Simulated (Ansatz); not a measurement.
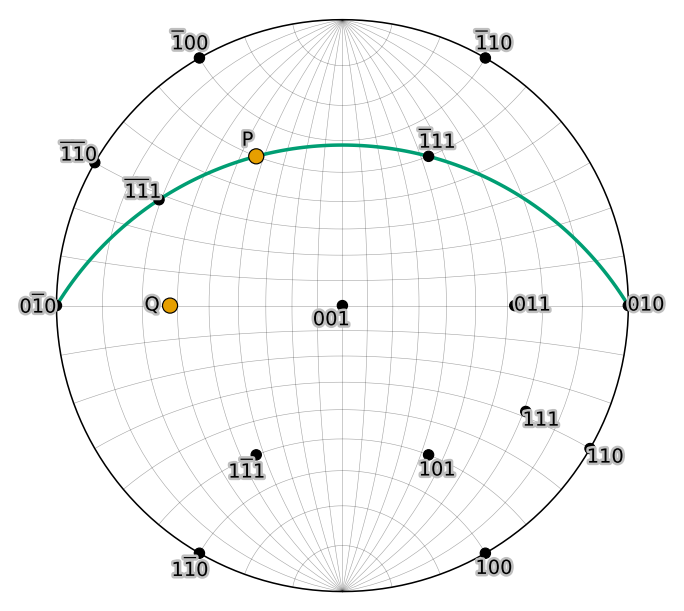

Stereographic projection of plane normals (upper hemisphere) centred on (0 0 1). Crystal: Ni, coordinates from a relaxation with DFT, PBEsol, plane waves (420 eV) with PAW, scalar-relativistic in Ansatz; the starting structure was generated, so it need not be a known form of this composition. All values are computed from the atomic coordinates in the standard setting (tolerance 0.002 Å).

a = 2.448 Å, b = 2.448 Å, c = 4.014 Å, α = 90.00°, β = 90.00°, γ = 120.00°.

**Index the poles marked P, Q.**

P is (−1 0 1), in four indices (−1 0 1 1), 62.2° from the centre; Q is (0 −1 1), in four indices (0 −1 1 1), 62.2° from the centre.

**Which zone does the coloured great circle trace?**

The zone [1 0 1]: its poles satisfy h + l = 0.

**What is the angle between the normals of (−1 −1 0) and (−1 −1 1), and what are their d_hkl = 1/|g|?**

17.0°; d = 1.224 Å and 1.171 Å.
